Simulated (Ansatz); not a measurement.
Here is a crystal structure:

```cif
data_structure
_symmetry_space_group_name_H-M 'P 42/m m c'
_symmetry_Int_Tables_number 131
_cell_length_a 2.7147
_cell_length_b 2.7147
_cell_length_c 4.9803
_cell_angle_alpha 90.000
_cell_angle_beta 90.000
_cell_angle_gamma 90.000
_cell_volume 36.70
loop_
_atom_site_label
_atom_site_type_symbol
_atom_site_symmetry_multiplicity
_atom_site_Wyckoff_symbol
_atom_site_fract_x
_atom_site_fract_y
_atom_site_fract_z
_atom_site_occupancy
Cu1 Cu 2 c 0.50000 0.00000 0.50000 1
O1 O 2 f 0.50000 0.50000 0.25000 1
```

**Work out the structure from the coordinates.**

Composition: CuO. Within 0.01 Å the space group is P4_2/mmc (No. 131), primitive tetragonal. Cell content 2 Cu, 2 O; Z = 2. Cu sits among four O in a distorted square planar arrangement at 1.84 Å. O bonds to four Cu in a distorted tetrahedral arrangement at 1.84 Å. Not all metal-metal contacts are counted. The bonds build a three-dimensional framework.

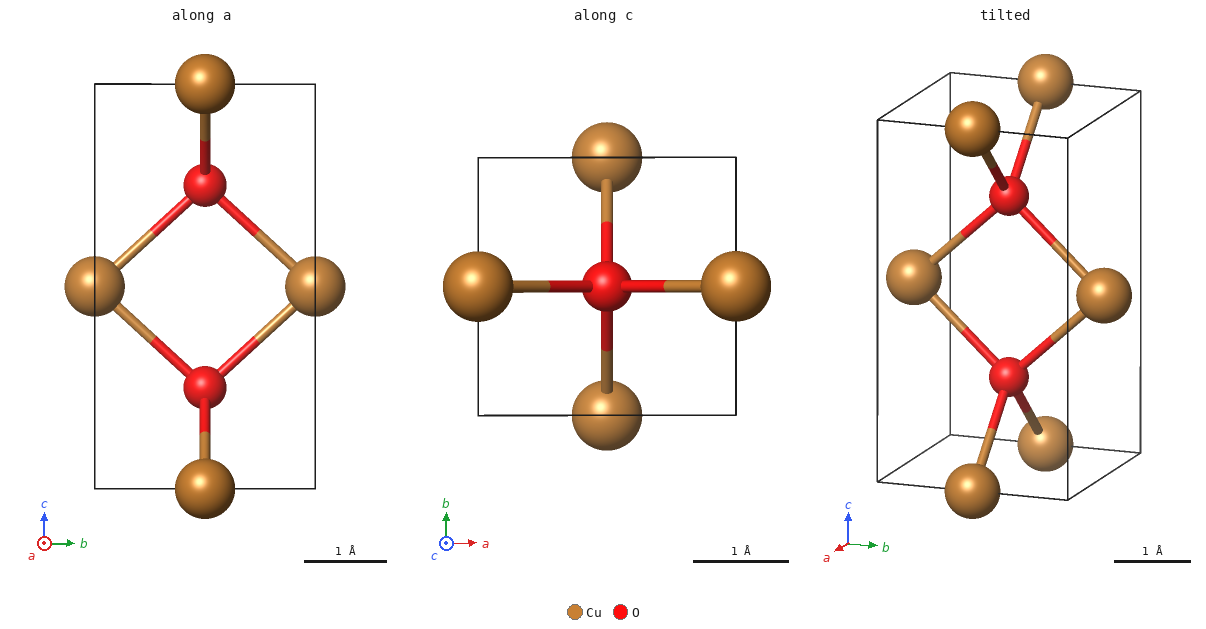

The structure above is drawn in ball-and-stick style and viewed along the a axis, along the c axis and slightly off an axis. The unit cell is outlined; an atom on or near a face, edge or corner is repeated at each equivalent position. Colours: copper orange, oxygen red.

It derives from a structure listed in the Materials Project. Earlier steps of the study may have refined or changed the cell and positions. It was set up as input for a calculation with Ansatz.
